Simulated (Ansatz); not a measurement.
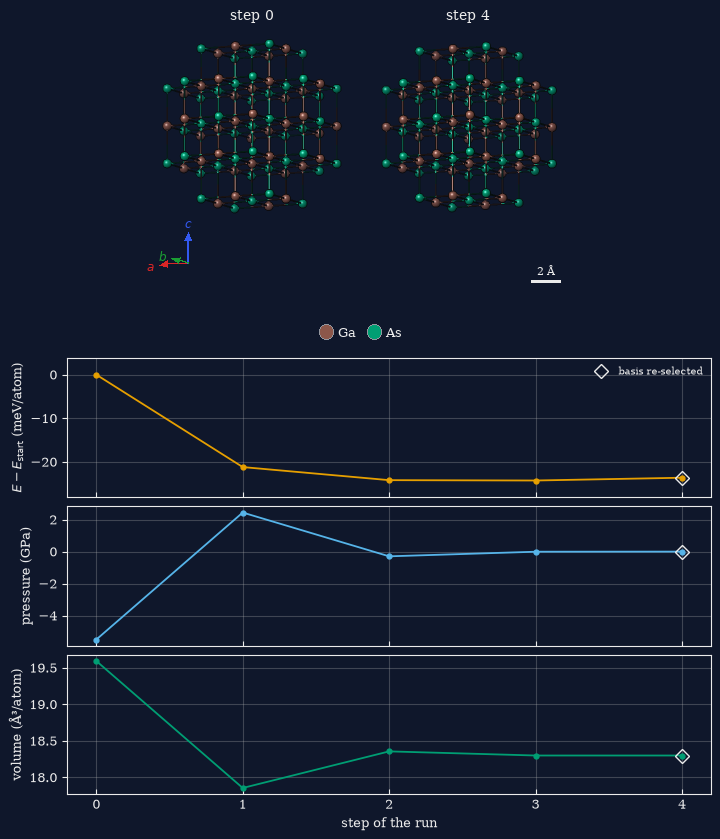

First and last geometry of a relaxation of solid GaAs (a generated structure, set up in Fm-3m), with the history of the run. A ball-and-stick model of the conventional cell (4 times the calculation's cell), seen from a free direction. Lengths and directions refer to the drawn axes.

The run lets cell and atoms move.

All numbers below come from Kohn-Sham DFT of a periodic cell, PBEsol0, Ansatz PAW (Ansatz).

Input file:
```yaml
crystal:
  lattice:
    - [0.0, 2.69589, 2.69589]
    - [2.69589, 0.0, 2.69589]
    - [2.69589, 2.69589, 0.0]
  atoms:
    - { symbol: Ga, position: [0.0, 0.0, 0.0] }
    - { symbol: As, position: [0.5, 0.5, 0.5] }
hamiltonian:
  xc: { exchange: pbesol, correlation: pbesol, exx: { coeff: 0.25 } }
  pseudopotentials: { kind: paw }
kpoints:
  mp_grid: { grid: [5, 5, 5] }
scf:
  occupations: { method: fermi_dirac, width: 0.05 }
output:
  forces: true
  stress: true
  eigenvalues: true
relax:
  f_tol: 0.01
  max_steps: 40
  cell: { stress_tol: 0.05 }
```

Q: Read the history and describe the run.

A: It converged. The energy falls by 23.6 meV per atom in 3 accepted moves (4 points after the start). All forces vanish by symmetry, so only the cell relaxes. The pressure goes from −5.49 to 0.00 GPa. At 1 point the geometry stayed and the basis and grid were re-selected for the new cell (energy shift of 0.6 meV per atom at most each time). No atom moves by more than 0.005 Å relative to the cell. Cell: a = b = c 5.392 → 5.270 Å (−2.3 %). Volume −6.6 %. Near-neighbour distances that change, for instance: As–Ga 2.696 → 2.635 Å. The space group stays Fm-3m (No. 225).

```tsv
step	E − E(0), meV/atom	pressure, GPa	volume, Å³/atom	note
0	0.00	-5.49	19.593	
1	-21.19	2.44	17.855	
2	-24.19	-0.29	18.356	
3	-24.27	-0.01	18.299	
4	-23.63	0.00	18.299	same geometry, new basis
```
